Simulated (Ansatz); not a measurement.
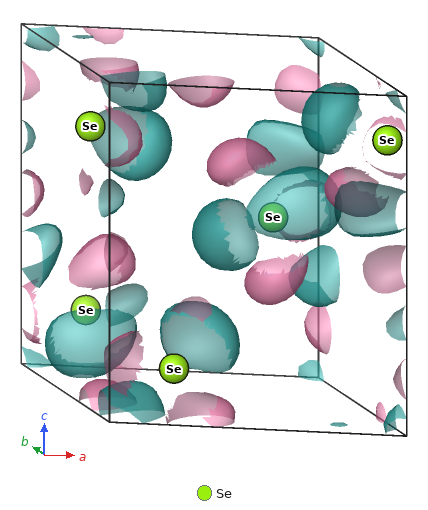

*Se. Deformation density (self-consistent density less superposed neutral spherical atoms): teal surfaces at +0.04 and pink ones at −0.04 e/Å³, in the conventional cell seen slightly off an axis (the regions close to the nuclei are left out). Cores are masked to 0.8 Å (Se).*

Space group P3_221; not relaxed (largest force 0.8 eV/Å); the calculation finds a residual pressure of about 4 GPa at this fixed cell.

The calculation used Ansatz, DFT r2SCAN, scalar-relativistic, plane waves, PAW.

In a PAW calculation such maps are meaningful between the atoms, not at the nuclei.

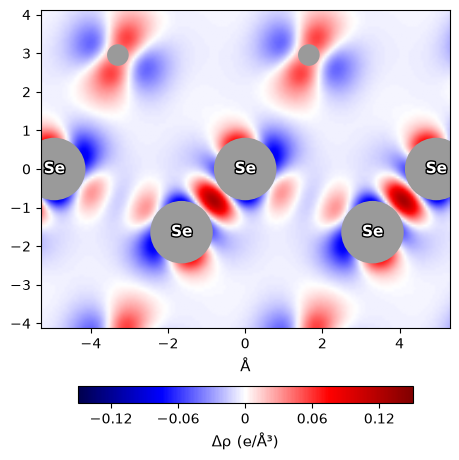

The same field as a map on the (110) plane of the conventional cell, with grey discs over the atomic cores.

Q: Describe the bonding charge.

A: Se–Se (2.32 Å): Δρ is +0.13 e/Å³ at the midpoint, where it peaks: a build-up of bond charge.
- Over the whole cell, outside the masked cores, the largest gain, 0.13 e/Å³, lies 1.2 Å from a selenium nucleus, and the largest loss lies at the edge of the masked core of Se.
- In all about 0.22 e an atom is rearranged against the free atoms.

Cost of the run: 110 s on 1 thread of Arm Neoverse N1 (shared host), peak memory 0.5 GiB.
